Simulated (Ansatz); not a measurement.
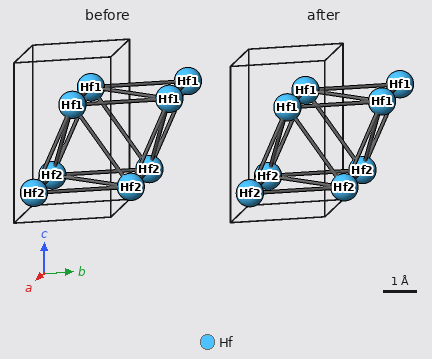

The structure of solid Hf (built on the hcp type) before (left) and after (right) a relaxation, at one scale.

Style: ball-and-stick. Shown: the cell of the calculation, repeated 2 × 2 × 1 with one cell outlined, slightly off an axis.

Level of theory: Ansatz, DFT LDA, scalar-relativistic, plane waves, PAW.

The input:
```yaml
crystal:
  lattice:
    - [3.2, 0.0, 0.0]
    - [-1.6, 2.7712812921, 0.0]
    - [0.0, 0.0, 5.0624]
  atoms:
    - { symbol: Hf, position: [0.3333333333, 0.6666666667, 0.75] }
    - { symbol: Hf, position: [0.6666666667, 0.3333333333, 0.25] }
basis:
  ecutwfc: 420
  ecutrho_ratio: 4
kpoints:
  mp_grid: { grid: [16, 16, 8] }
hamiltonian:
  xc: lda
scf:
  occupations: { method: gaussian, width: 0.05 }
output:
  forces: true
  stress: true
  eigenvalues: true
relax:
  f_tol: 0.01
  max_steps: 60
  cell: { stress_tol: 0.15 }
```

Summarise the run.

Over 4 accepted moves (5 points after the start) the energy falls by 42.5 meV per atom. All forces vanish by symmetry, so only the cell relaxes. Pressure: −7.91 GPa at the start and 0.00 GPa at the end. At 1 point the geometry stayed and the basis and grid were re-selected for the new cell (energy shift of 0.3 meV per atom at most each time). The atoms keep their places relative to the cell (all moves are under 0.005 Å). The drawn cell changes as follows: a = b 3.200 → 3.120 Å (−2.5 %), c 5.062 → 4.936 Å (−2.5 %); the volume changes by −7.3 %. Near-neighbour distances that change, for instance: Hf1–Hf1 3.200 → 3.120 Å, Hf1–Hf2 3.134 → 3.056 Å. The space group stays P6_3/mmc (No. 194).
